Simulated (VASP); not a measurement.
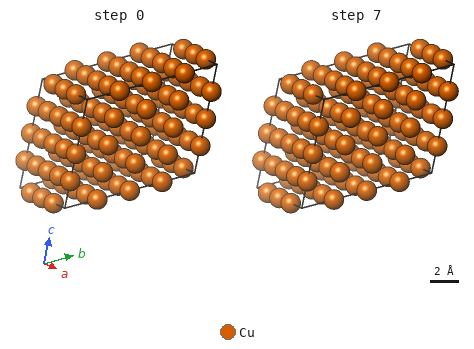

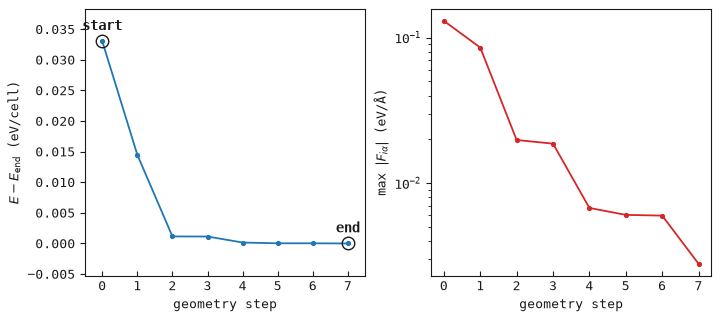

First and last geometry of a relaxation of a defect cell of composition Cu, with the history of the run. The picture is a spheres-only view of the cell of the calculation, seen slightly off an axis.

The run lets the atoms move in a fixed cell.

Theory: Kohn-Sham DFT of a periodic cell, PBEsol, VASP PAW PBE potentials, recommended in VASP.

The input:
```
ALGO = Normal
EDIFF = 1E-7
EDIFFG = -0.005
ENCUT = 350
GGA = PS
IBRION = 2
ISIF = 2
ISMEAR = 1
LASPH = T
LCHARG = F
LREAL = F
LWAVE = F
NELM = 60
NSW = 60
PREC = Accurate
SIGMA = 0.1
```

Command:
```bash
cat potpaw_PBE.64/Cu/POTCAR > POTCAR
mpirun -np 1 vasp_std > vasp.out
```

Question: What do the curves and the structures tell?

Answer: It converged. Over 7 geometry steps the energy falls by 33.1 meV per cell of the calculation. Largest force component: 0.13 eV/Å at the start, 0.0028 eV/Å at the end. The largest moves, 0.026 Å, are those of Cu atoms. The lattice vectors keep their values. Near-neighbour distances that change, for instance: Cu–Cu 2.520 → 2.546 Å, Cu–Cu 2.520 → 2.494 Å, Cu–Cu 2.520 → 2.516 Å.
